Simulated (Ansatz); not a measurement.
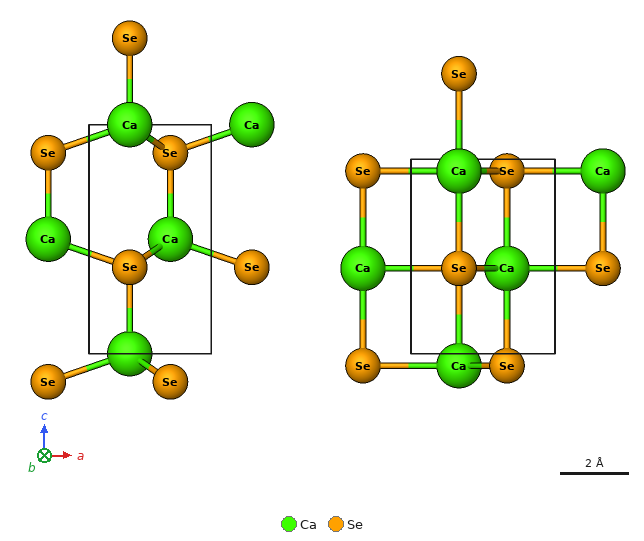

Two geometries of a crystal of CaSe (built on the BeO-186 type type), drawn at one scale. One is the start of a relaxation, the other its converged end. The picture is a ball-and-stick view of the cell of the calculation, seen along the b axis.

These are results of DFT, PBEsol, plane waves, PAW in Ansatz 0.2.0, not measurements. Set-up: plane-wave cutoff 420 eV; k-point mesh 6 × 6 × 4; occupations fermi dirac; smearing width 0.03 eV; no spin polarisation; cell and atoms relaxed; force threshold 0.01 eV/Å; at most 120 steps.

**Which of the two is the end point?**

The right one is the relaxed one. The largest moves relative to the cell, 0.36 Å, are those of Ca and Se atoms. By element the largest moves are Ca 0.36 Å, Se 0.36 Å. The drawn cell changes as follows: a = b 4.208 → 4.961 Å (+17.9 %), c 6.835 → 5.807 Å (−15.0 %); the volume changes by +18.1 %. Among the contacts that change: Ca–Se 4.257 → 2.904 Å, Ca–Se 2.578 → 2.903 Å, Ca–Se 2.570 → 2.864 Å. New bonds form: Ca–Se (4.26 → 2.90 Å). Among the angles between lasting bonds that change: Se–Ca–Se 109.1° → 90.0°, Ca–Se–Ca 109.1° → 90.0°, Se–Ca–Se 109.9° → 120.0°. The space group (tolerance 0.01 Å) goes from P6_3mc (No. 186) to P6_3/mmc (No. 194). The energy falls by 1.873 eV per cell of the calculation in 9 accepted moves (12 points after the start). The largest force component goes from 0.081 to 0.00038 eV/Å. The pressure goes from 15.73 to 0.03 GPa. The line search rejected the trial step at point 7 of the run. At 2 points the geometry stayed and the basis and grid were re-selected for the new cell (energy shift of 17.0 meV per cell of the calculation at most each time).
